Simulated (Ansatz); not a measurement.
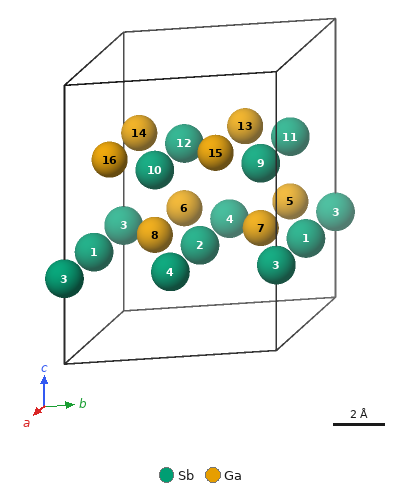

Figure 1. The structure as given in the input (spheres-only view of the cell of the calculation, with the vacuum cut short, seen slightly off an axis; atoms are numbered from 1 in the order of the input).

**Run report: GaSb, geometry relaxation (part 1 of 3)**

The run: geometry relaxation of GaSb (slab, 16 atoms in the cell). Method and program: DFT PBE+D3(BJ), scalar-relativistic, plane waves, PAW, no spin polarisation (Ansatz 0.2.0).

The structure derives from an entry of the Crystallography Open Database. The input holds or restrains some coordinates. It belongs to a series of runs on one base structure; here: clean slab, lower planes held. Figures and captions count atoms from 1; the log counts them from 0 in places.

The input
```yaml
crystal:
  lattice:
    - [8.6680824697, 0.0, 0.0]
    - [-4.3340412349, 7.5067796209, 0.0]
    - [0.0, 0.0, 20.4234123123]
  atoms:
    - { symbol: Sb, position: [0.5, 0.0, 0.391707315] }
    - { symbol: Sb, position: [0.5, 0.5, 0.391707315] }
    - { symbol: Sb, position: [0.0, 0.0, 0.391707315] }
    - { symbol: Sb, position: [0.0, 0.5, 0.391707315] }
    - { symbol: Ga, position: [0.1666666667, 0.8333333333, 0.435024389] }
    - { symbol: Ga, position: [0.1666666667, 0.3333333333, 0.435024389] }
    - { symbol: Ga, position: [0.6666666667, 0.8333333333, 0.435024389] }
    - { symbol: Ga, position: [0.6666666667, 0.3333333333, 0.435024389] }
    - { symbol: Sb, position: [0.6666666667, 0.8333333333, 0.564975611] }
    - { symbol: Sb, position: [0.6666666667, 0.3333333333, 0.564975611] }
    - { symbol: Sb, position: [0.1666666667, 0.8333333333, 0.564975611] }
    - { symbol: Sb, position: [0.1666666667, 0.3333333333, 0.564975611] }
    - { symbol: Ga, position: [0.3333333333, 0.6666666667, 0.608292685] }
    - { symbol: Ga, position: [0.3333333333, 0.1666666667, 0.608292685] }
    - { symbol: Ga, position: [0.8333333333, 0.6666666667, 0.608292685] }
    - { symbol: Ga, position: [0.8333333333, 0.1666666667, 0.608292685] }
basis:
  ecutwfc: 420
kpoints:
  mp_grid: { grid: [3, 3, 1] }
hamiltonian:
  xc: pbe
  dispersion: d3bj
scf:
  occupations: { method: gaussian, width: 0.1 }
output:
  forces: true
  eigenvalues: true
  write_density: true
  write_potential: true
  elf: true
  volumetric_format: npy
relax:
  adjacent_minimum: "off"
  f_tol: 0.03
  max_steps: 70
  constraints: [{ sites: [0, 1, 2, 3, 4, 5, 6, 7] }]
efield:
  axis: 3
  dipole_correction: true
  ramp_width: 0.04
```

Launched with:
```bash
ansatz run input.yaml --threads 4 --pin off --max-ram 10240MiB --backend cpu --events-out ev --progress --plain --runs-dir out
```

The program's output
```
Engine: ansatz 0.2.0, x86_64-unknown-linux-gnu
Pseudopotentials: kind: paw
Pseudopotential: Sb, paw, valence charge 15, recommended cutoff 420 eV (normal), Sb.paw.azcp
Pseudopotential: Ga, paw, valence charge 13, recommended cutoff 420 eV (normal), Ga.paw.azcp
Functional definition: PBE
  parameter kappa = 0.804
  parameter beta = 0.06672455060314922
  exchange = pbe_x(kappa = kappa, mu = beta*pi^2/3)
  correlation = pbe_c(beta = beta)
Crystal: 16 atoms, lattice volume = 1328.939 Å³
Basis set: ecut = 420 eV, 26007 PW (Γ), exchange–correlation on 120×120×288 points (8 copies of the dense FFT grid, shifted against one another)
Bands: 135, of which v1, the nominal top of the filled ones, is band 112 counted from 1 (111 counted from 0)
Symmetry: 24 space group operations
Space group: P3m1 (ITA 156), of the structure as read, at distance tolerance 1.1e-4 Å
k-points: 3 of 9 (time reversal used)
Non-local potential: Sb, projectors of the file, l = 0: 2, l = 1: 2, l = 2: 2, l = 3: 2
Non-local potential: Ga, projectors of the file, l = 0: 2, l = 1: 2, l = 2: 3, l = 3: 1
PAW form: soft (Blöchl's): semilocal exchange-correlation on the pseudo side does not see the compensation charge
PAW one-centre angular grid: Sb, 590 points (default); XC on 64 Gauss nodes
PAW one-centre angular grid: Ga, 590 points (default); XC on 64 Gauss nodes
Initial density: superposition of atomic densities (neutral atoms: chi_scale 0, normalization atom), corrected by the library's trained network
Initial wavefunctions: pseudopotential atomic-orbital guess
Functional: x = pbe(κ = 0.804, μ = 0.2195149727645171), c = pbe(β = 0.06672455060314922)
SCF iter   1: F=—  HF=-82141.013354 eV  |F-HF|=—  |Δ(HF+E_count)|=         —  Δρ=1.94e-3  dr2=3.02e-1  ethr=1.77e-3  p=0.425 e·Å  D=5.79e-2 V/Å  ΔV_dip=-1.18 eV  dr2_dipole=7.62e-2  V_vac-E_F(+/−)=3.77/4.95 eV  ⟨swp⟩=6.7  Hψ=1585  notcnv=0  defer=6
efield: sawtooth ramp at fractional position 0.9800 (placed from the atoms, in the widest stretch of the axis that holds none; the zero of the levels goes with the place), width 0.0400; the density the first Hamiltonian is built on has a dipole p = 0.425 e·Å; the dipole correction subtracts the counter field D = 5.79e-2 V/Å, which shifts the + side's vacuum level by -1.18 eV against the − side's; the planar-averaged density in the ramp window peaks in size at 4.4e-5 e/Å³
preconditioner: auto → LDOS  [insulator: Δε(μ)=0.143 eV  Ē_g=13.159 eV  σ=0.100 eV  W_gap=0.69  n_scr=186 (ndim 8)  ℏωp=12.2 eV  f_vac=0.609  D(μ)=3.01/eV (n_scr^D=4)  ε∞_Penn≈1.9  β→1.0]
SCF iter   2: F=—  HF=-82141.000242 eV  |F-HF|=—  |Δ(HF+E_count)|=   1.31e-2  Δρ=1.65e-3  dr2=1.68e-1  ethr=1.35e-4  p=0.482 e·Å  D=6.57e-2 V/Å  ΔV_dip=-1.34 eV  dr2_dipole=5.38e-2  V_vac-E_F(+/−)=3.53/4.87 eV  ⟨swp⟩=2.0  Hψ=752  notcnv=0  defer=34
SCF iter   3: F=—  HF=-82140.980411 eV  |F-HF|=—  |Δ(HF+E_count)|=   1.98e-2  Δρ=4.11e-4  dr2=1.21e-2  ethr=7.48e-5  p=0.434 e·Å  D=5.90e-2 V/Å  ΔV_dip=-1.21 eV  dr2_dipole=5.14e-3  V_vac-E_F(+/−)=3.60/4.81 eV  ⟨swp⟩=2.0  Hψ=589  notcnv=0  defer=34
SCF iter   4: F=—  HF=-82140.979445 eV  |F-HF|=—  |Δ(HF+E_count)|=   9.67e-4  Δρ=1.16e-4  dr2=3.83e-4  ethr=5.40e-6  p=0.455 e·Å  D=6.20e-2 V/Å  ΔV_dip=-1.27 eV  dr2_dipole=5.07e-5  V_vac-E_F(+/−)=3.59/4.85 eV  ⟨swp⟩=2.0  Hψ=621  notcnv=0  defer=34
SCF iter   5: F=—  HF=-82140.979470 eV  |F-HF|=—  |Δ(HF+E_count)|=   2.58e-5  Δρ=3.69e-5  dr2=2.50e-5  ethr=1.71e-7  p=0.453 e·Å  D=6.17e-2 V/Å  ΔV_dip=-1.26 eV  dr2_dipole=6.55e-6  V_vac-E_F(+/−)=3.58/4.84 eV  ⟨swp⟩=2.0  Hψ=645  notcnv=0  defer=34
SCF iter   6: F=-82140.979478 eV  HF=-82140.979490 eV  |F-HF|=1.15e-5  |Δ(HF+E_count)|=   1.95e-5  Δρ=1.66e-5  dr2=1.29e-5  ethr=1.00e-8  p=0.454 e·Å  D=6.19e-2 V/Å  ΔV_dip=-1.26 eV  dr2_dipole=3.25e-6  V_vac-E_F(+/−)=3.58/4.84 eV  ⟨swp⟩=22.0  Hψ=4399  notcnv=0
SCF 1 converged in 6 iterations: F = -82140.979478 eV  dr2 = 1.29e-5
  greatest PAW one-centre occupation: 0.996 electrons in one spin orbital (limit 2), on the Sb atom at site 11 (counted from 0), in its partial waves of l = 2
relax step   1: F+E_penalty+E_count = -82140.97947838 eV  Δ(F+E_penalty+E_count) = +0.000e0 eV  max|allowed force component| = 8.205e-1 eV/Å  Δτ_max = 0.0000 Å  (6 SCF iters, dr2 threshold 2.25e-5 eV, accepted)
Initial density: handed on by an earlier stage of this run
Initial wavefunctions: those handed on with the density
iter 1 solved again at ethr=2.60e-4 eV; its pass at ethr=3.10e-3 eV (dr2=5.82e-1 eV) is discarded
SCF iter   1: F=—  HF=-82141.229824 eV  |F-HF|=—  |Δ(HF+E_count)|=         —  Δρ=3.10e-3  dr2=5.81e-1  ethr=2.60e-4  p=0.454 e·Å  D=6.19e-2 V/Å  ΔV_dip=-1.26 eV  dr2_dipole=1.74e-1  V_vac-E_F(+/−)=3.53/4.79 eV  ⟨swp⟩=1.0  Hψ=1418  notcnv=0  defer=34
efield: sawtooth ramp at fractional position 0.9800 (handed on by an earlier solve), width 0.0400; the density the first Hamiltonian is built on has a dipole p = 0.454 e·Å; the dipole correction subtracts the counter field D = 6.19e-2 V/Å, which shifts the + side's vacuum level by -1.26 eV against the − side's; the planar-averaged density in the ramp window peaks in size at 6.3e-6 e/Å³
preconditioner: auto → LDOS  [insulator: Δε(μ)=0.135 eV  Ē_g=13.155 eV  σ=0.100 eV  W_gap=0.65  n_scr=186 (ndim 8)  ℏωp=12.2 eV  f_vac=0.608  D(μ)=2.40/eV (n_scr^D=2)  ε∞_Penn≈1.9  β→1.0]
SCF iter   2: F=—  HF=-82141.241375 eV  |F-HF|=—  |Δ(HF+E_count)|=   1.16e-2  Δρ=2.18e-3  dr2=7.55e-1  ethr=2.59e-4  p=0.606 e·Å  D=8.26e-2 V/Å  ΔV_dip=-1.69 eV  dr2_dipole=2.76e-1  V_vac-E_F(+/−)=3.44/5.13 eV  ⟨swp⟩=3.0  Hψ=461  notcnv=0  defer=34
SCF iter   3: F=—  HF=-82141.178864 eV  |F-HF|=—  |Δ(HF+E_count)|=   6.25e-2  Δρ=6.06e-4  dr2=3.29e-2  ethr=2.59e-4  p=0.487 e·Å  D=6.63e-2 V/Å  ΔV_dip=-1.35 eV  dr2_dipole=1.25e-2  V_vac-E_F(+/−)=3.50/4.86 eV  ⟨swp⟩=2.7  Hψ=520  notcnv=0  defer=36
SCF iter   4: F=—  HF=-82141.176651 eV  |F-HF|=—  |Δ(HF+E_count)|=   2.21e-3  Δρ=1.44e-4  dr2=4.52e-4  ethr=1.47e-5  p=0.513 e·Å  D=6.98e-2 V/Å  ΔV_dip=-1.43 eV  dr2_dipole=3.61e-5  V_vac-E_F(+/−)=3.49/4.91 eV  ⟨swp⟩=2.0  Hψ=417  notcnv=0  defer=36
SCF iter   5: F=—  HF=-82141.176606 eV  |F-HF|=—  |Δ(HF+E_count)|=   4.52e-5  Δρ=5.44e-5  dr2=8.75e-5  ethr=2.02e-7  p=0.511 e·Å  D=6.95e-2 V/Å  ΔV_dip=-1.42 eV  dr2_dipole=1.57e-6  V_vac-E_F(+/−)=3.49/4.91 eV  ⟨swp⟩=2.7  Hψ=710  notcnv=0  defer=36
SCF iter   6: F=-82141.176610 eV  HF=-82141.176608 eV  |F-HF|=1.68e-6  |Δ(HF+E_count)|=   2.75e-6  Δρ=1.74e-5  dr2=5.72e-6  ethr=1.88e-8  p=0.511 e·Å  D=6.96e-2 V/Å  ΔV_dip=-1.42 eV  dr2_dipole=5.45e-7  V_vac-E_F(+/−)=3.49/4.91 eV  ⟨swp⟩=21.3  Hψ=4555  notcnv=0
SCF 2 converged in 6 iterations: F = -82141.176610 eV  dr2 = 5.72e-6
  greatest PAW one-centre occupation: 0.995 electrons in one spin orbital (limit 2), on the Sb atom at site 11 (counted from 0), in its partial waves of l = 2
relax step   2: F+E_penalty+E_count = -82141.17660998 eV  Δ(F+E_penalty+E_count) = -1.971e-1 eV  max|allowed force component| = 9.814e-2 eV/Å  Δτ_max = 0.1798 Å  (6 SCF iters, dr2 threshold 4.21e-5 eV, accepted)
SCF iter   1: F=—  HF=-82141.184290 eV  |F-HF|=—  |Δ(HF+E_count)|=         —  Δρ=4.18e-4  dr2=5.61e-3  ethr=4.77e-5  p=0.511 e·Å  D=6.96e-2 V/Å  ΔV_dip=-1.42 eV  dr2_dipole=1.66e-3  V_vac-E_F(+/−)=3.49/4.91 eV  ⟨swp⟩=2.7  Hψ=626  notcnv=0  defer=37
efield: sawtooth ramp at fractional position 0.9800 (handed on by an earlier solve), width 0.0400; the density the first Hamiltonian is built on has a dipole p = 0.511 e·Å; the dipole correction subtracts the counter field D = 6.96e-2 V/Å, which shifts the + side's vacuum level by -1.42 eV against the − side's; the planar-averaged density in the ramp window peaks in size at 6.5e-6 e/Å³
preconditioner: auto → LDOS  [metal: Δε(μ)=0.028 eV  Ē_g=13.160 eV  σ=0.100 eV  W_gap=0.16  n_scr=186 (ndim 8)  ℏωp=12.2 eV  f_vac=0.608  D(μ)=5.68/eV (n_scr^D=10)  β→1.0]
SCF iter   2: F=—  HF=-82141.184570 eV  |F-HF|=—  |Δ(HF+E_count)|=   2.81e-4  Δρ=3.11e-4  dr2=9.10e-3  ethr=2.51e-6  p=0.488 e·Å  D=6.65e-2 V/Å  ΔV_dip=-1.36 eV  dr2_dipole=3.60e-3  V_vac-E_F(+/−)=3.50/4.86 eV  ⟨swp⟩=2.0  Hψ=805  notcnv=0  defer=37
SCF iter   3: F=—  HF=-82141.183721 eV  |F-HF|=—  |Δ(HF+E_count)|=   8.49e-4  Δρ=9.54e-5  dr2=9.84e-4  ethr=2.51e-6  p=0.508 e·Å  D=6.92e-2 V/Å  ΔV_dip=-1.41 eV  dr2_dipole=3.52e-4  V_vac-E_F(+/−)=3.49/4.90 eV  ⟨swp⟩=3.0  Hψ=746  notcnv=0  defer=37
SCF iter   4: F=—  HF=-82141.183626 eV  |F-HF|=—  |Δ(HF+E_count)|=   9.46e-5  Δρ=2.49e-5  dr2=3.08e-5  ethr=4.39e-7  p=0.504 e·Å  D=6.86e-2 V/Å  ΔV_dip=-1.40 eV  dr2_dipole=1.00e-5  V_vac-E_F(+/−)=3.49/4.89 eV  ⟨swp⟩=2.0  Hψ=487  notcnv=0  defer=37
SCF iter   5: F=—  HF=-82141.183887 eV  |F-HF|=—  |Δ(HF+E_count)|=   2.60e-4  Δρ=5.65e-6  dr2=1.14e-6  ethr=1.37e-8  p=0.503 e·Å  D=6.85e-2 V/Å  ΔV_dip=-1.40 eV  dr2_dipole=3.44e-7  V_vac-E_F(+/−)=3.49/4.89 eV  ⟨swp⟩=3.0  Hψ=707  notcnv=0  defer=37
SCF iter   6: F=—  HF=-82141.183887 eV  |F-HF|=—  |Δ(HF+E_count)|=   6.64e-7  Δρ=3.50e-6  dr2=3.34e-7  ethr=5.07e-10  p=0.503 e·Å  D=6.85e-2 V/Å  ΔV_dip=-1.40 eV  dr2_dipole=8.45e-8  V_vac-E_F(+/−)=3.49/4.89 eV  ⟨swp⟩=2.0  Hψ=586  notcnv=0  defer=37
SCF iter   7: F=-82141.183887 eV  HF=-82141.183887 eV  |F-HF|=1.70e-8  |Δ(HF+E_count)|=   3.75e-8  Δρ=7.33e-7  dr2=1.12e-8  ethr=4.46e-11  p=0.503 e·Å  D=6.85e-2 V/Å  ΔV_dip=-1.40 eV  dr2_dipole=2.23e-9  V_vac-E_F(+/−)=3.49/4.89 eV  ⟨swp⟩=17.7  Hψ=3262  notcnv=0
SCF 3 converged in 7 iterations: F = -82141.183887 eV  dr2 = 1.12e-8
relax step   3: F+E_penalty+E_count = -82141.18388715 eV  Δ(F+E_penalty+E_count) = -7.277e-3 eV  max|allowed force component| = 4.367e-2 eV/Å  Δτ_max = 0.0241 Å  (7 SCF iters, accepted)
```
